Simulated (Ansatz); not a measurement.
Ti3Al

Input

```
crystal:
  lattice:
    - [4.051042715, 0.0, 0.0]
    - [0.0, 4.051042715, 0.0]
    - [0.0, 0.0, 4.051042715]
  atoms:
    - { symbol: Ti, position: [0.0, 0.5, 0.0] }
    - { symbol: Ti, position: [0.0, 0.0, 0.5] }
    - { symbol: Ti, position: [0.5, 0.0, 0.0] }
    - { symbol: Al, position: [0.5, 0.5, 0.5] }
basis:
  ecutwfc: 420
kpoints:
  mp_grid: { grid: [12, 12, 12] }
  band_path:
    path:
      - [[0.0, 0.0, 0.0], [0.0, 0.5, 0.0], [0.5, 0.5, 0.0], [0.0, 0.0, 0.0], [0.5, 0.5, 0.5], [0.0, 0.5, 0.0]]
      - [[0.5, 0.5, 0.5], [0.5, 0.5, 0.0]]
    npoints: 14
hamiltonian:
  xc: lda
scf:
  occupations: { method: gaussian, width: 0.1 }
  n_extra_bands: 10
output:
  forces: true
  stress: true
  eigenvalues: true
  populations: true
  dos: { projected: true, de: 0.02, nscf_kmesh: { grid: [15, 15, 15] } }
  bader: true
  write_density: true
  write_potential: true
  elf: true
  volumetric_format: npy
```

Launched as:

```sh
ansatz run input.yaml --threads 1 --pin off --max-ram 2560MiB --backend cpu --events-out ev --progress --plain --runs-dir out
```

Below, planes, directions and counts refer to the conventional cell (a = 4.05 Å, b = 4.05 Å, c = 4.05 Å, α = 90.00°, β = 90.00°, γ = 90.00°).

Space group Pm-3m; a structure generated by program, which may or may not match a known phase; computed pressure about −8 GPa in this cell; computed without spin polarisation.

The calculation used DFT LDA, scalar-relativistic, plane waves, PAW (Ansatz 0.2.0).

What will maps of the valence pseudo-density and electron localisation function show?

Answer. Ti–Al (2.86 Å): ρ at the midpoint is about 0.2 e/Å³; the ELF is about 0.40 at the midpoint.
Bader's partition of the density gives Ti +0.32 and Al −0.97 e.

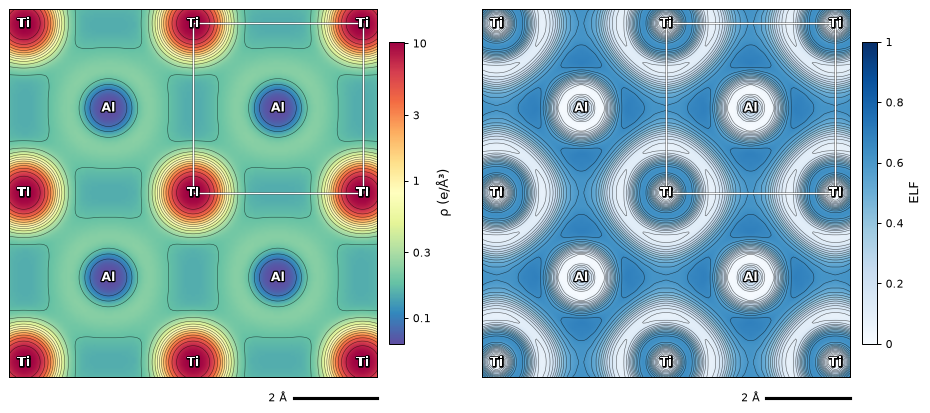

Computed valence pseudo-density and electron localisation function on the (001) plane of the conventional cell, in this order. 

The density is the valence pseudo-density of a PAW calculation; it isn't the true density close to the nuclei.
